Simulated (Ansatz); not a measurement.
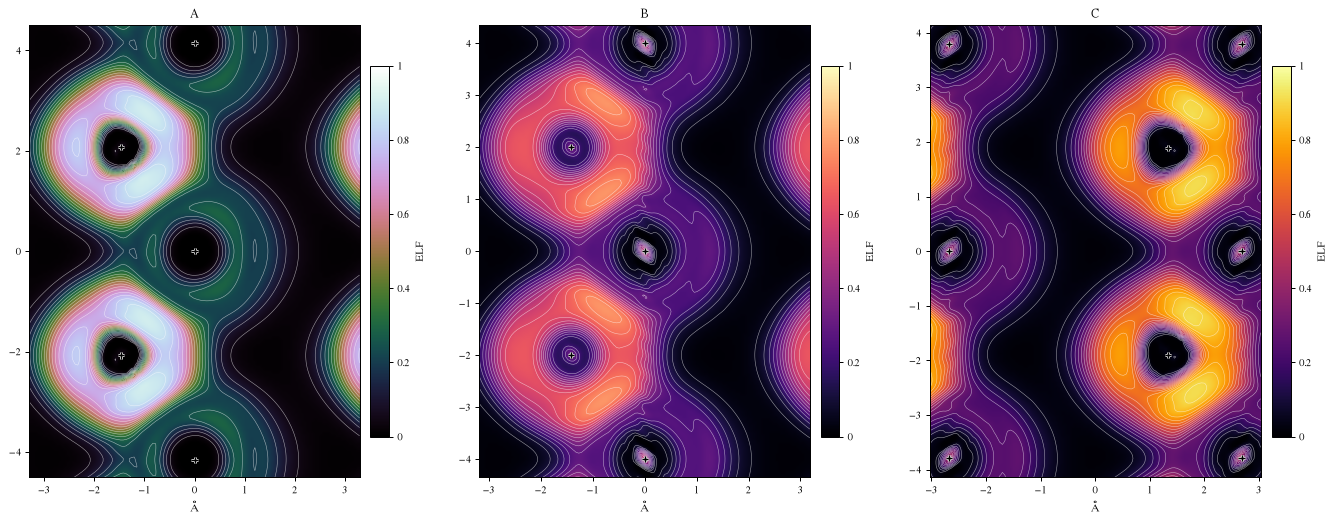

The ELF of 3 systems, each on a plane through atoms (crosses mark nuclei in the plane).

The calculation used DFT PBEsol, scalar-relativistic, plane waves, PAW (Ansatz 0.2.0).

System 1: InP, the (011) plane of the conventional cell. Space group F-43m.

System 2: GaP, the (110) plane of the conventional cell. Space group F-43m; computed pressure about 4 GPa in this cell.

```xyz
8
Lattice="5.3616 0.0000 0.0000 0.0000 0.0000 -5.3616 0.0000 5.3616 0.0000" Properties=species:S:1:pos:R:3 pbc="T T T"
Ga    2.6808    0.0000   -2.6808
Ga    0.0000    2.6808   -2.6808
Ga    0.0000    0.0000    0.0000
Ga    2.6808    2.6808    0.0000
P     4.0212    1.3404   -4.0212
P     1.3404    4.0212   -4.0212
P     1.3404    1.3404   -1.3404
P     4.0212    4.0212   -1.3404
```

System 3: GaAs, the (011) plane of the conventional cell. Space group F-43m.

```
Ga As
1.0
     5.65828    0.00000    0.00000
     0.00000    0.00000   -5.65828
     0.00000    5.65828    0.00000
Ga As
4 4
Direct
  0.50000 0.50000 0.00000
  0.00000 0.50000 0.50000
  0.00000 0.00000 0.00000
  0.50000 0.00000 0.50000
  0.75000 0.75000 0.25000
  0.25000 0.75000 0.75000
  0.25000 0.25000 0.25000
  0.75000 0.25000 0.75000
```

> Which map belongs to which system?

Panel A is system 1, InP: the plane holds In and P. In–P (2.55 Å): the ELF peaks at about 0.90 in the valence shell of P, 0.8 Å from its nucleus, and is about 0.55 at the midpoint. Panel B is system 3, GaAs: the plane holds Ga and As. Ga–As (2.45 Å): the ELF peaks at about 0.80 between the atoms (a covalent bond). Panel C is system 2, GaP: the plane holds Ga and P. Ga–P (2.32 Å): the ELF peaks at about 0.90 in the valence shell of P, 0.9 Å from its nucleus, and is about 0.75 at the midpoint.
